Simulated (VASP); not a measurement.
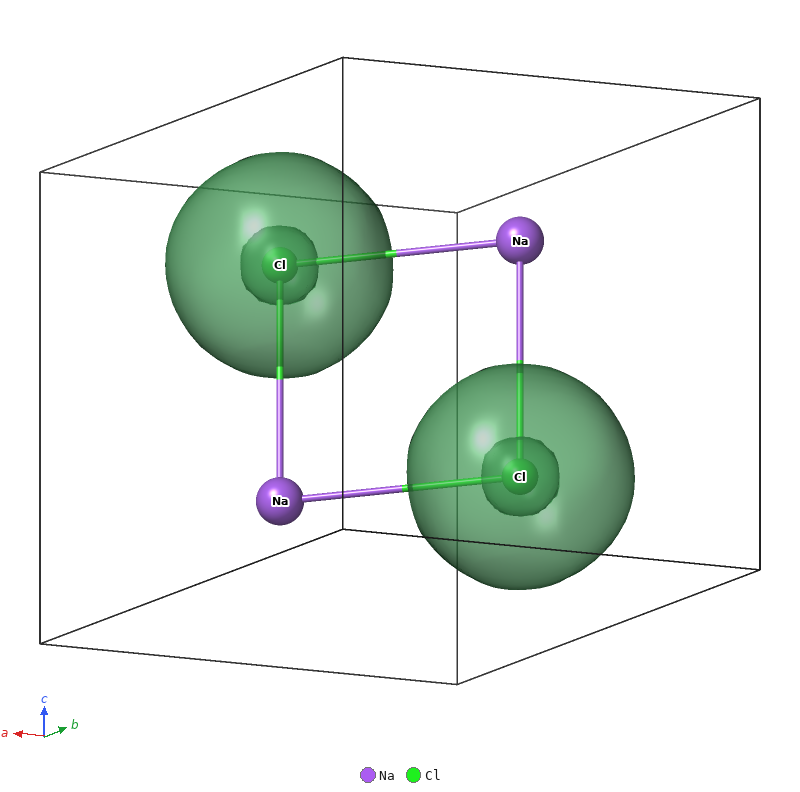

The picture shows: NaCl. Isosurface of the ELF at 0.75 (green), seen at an oblique angle. Only the valence region is drawn (cores and ρ < 0.01 e/Å³ removed). Sticks mark near contacts.

Space group P6₃/mmc; a generated structure, not necessarily the stable one.

Level of theory: VASP 6.6.1, Kohn-Sham DFT of a periodic cell, PBE, VASP PAW PBE potentials, recommended.

```
Na Cl
1.0
     4.72108    0.00000    0.00000
    -2.36054    4.08857    0.00000
     0.00000    0.00000    5.56948
Na Cl
2 2
Direct
  0.33333 0.66667 0.75000
  0.66667 0.33333 0.25000
  0.33333 0.66667 0.24999
  0.66667 0.33333 0.74999
```

Describe the localisation domains.

Answer. At this value the surface marks out two regions wrapped around Cl (the valence shell of each), counted in one cell of 4 atoms. Any copies at cell faces, edges or corners count once. Profiles from the grid: Na–Cl (2.73 Å): the ELF peaks at about 0.90 in the valence shell of Cl, 0.8 Å from its nucleus, and falls to about 0 next to Na (a largely ionic contact). Na–Cl (2.78 Å): the ELF peaks at about 0.90 in the valence shell of Cl, 0.8 Å from its nucleus, and falls to about 0 next to Na (an ionic contact with no shared pair).
